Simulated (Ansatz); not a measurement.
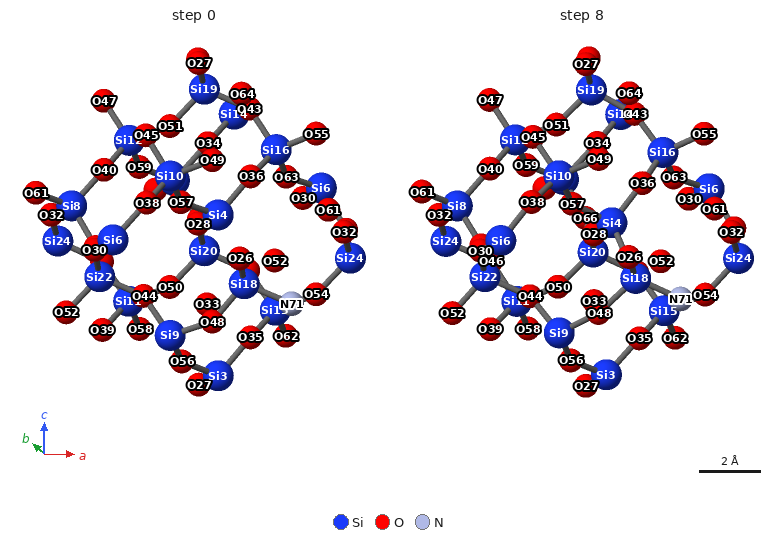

The structure of a defect cell of composition Si24O46N (cell charge −1) before (left) and after (right) a relaxation, at one scale.

A ball-and-stick model of the atoms within 5.8 Å of the atom that moves most (axes of the cell of the calculation (origin shifted)), seen slightly off an axis.

Method: Ansatz, DFT, PBEsol, PAW, plane waves. Settings: plane-wave cutoff 420 eV; k-point mesh 1 × 1 × 1; mesh shifted by (0.25, 0.25, 0.25); collinear spin; atoms relaxed in a fixed cell; force threshold 0.03 eV/Å; at most 80 steps.

> What changed between the two?

An O atom moves most: 0.50 Å roughly along [1 −1 −1]. By element the largest moves are O 0.50 Å, Si 0.42 Å, N 0.30 Å. The cell stays as it was. Among the contacts that change: Si–Si 3.009 → 2.454 Å, O–Si 1.595 → 1.674 Å, O–Si 1.685 → 1.625 Å, N–Si 1.692 → 1.634 Å. New bonds form, among them: Si–Si (3.01 → 2.45 Å). Bond angles that change, for instance: Si–O–Si 141.6° → 158.0°, Si–O–Si 145.0° → 157.1°, Si–O–Si 140.4° → 150.6°. Over 8 geometry steps the energy falls by 2.697 eV per cell of the calculation. The largest force component goes from 3.3 to 0.021 eV/Å. The program noted that the starting moments weren't kept. Cost: 9.5 s on 1 × NVIDIA GB200 with 8 threads of Arm Neoverse-V2, peak memory 1.8 GiB.

Limits of the set-up: the cell is charged, on a uniform background, and energies carry no finite-size correction.
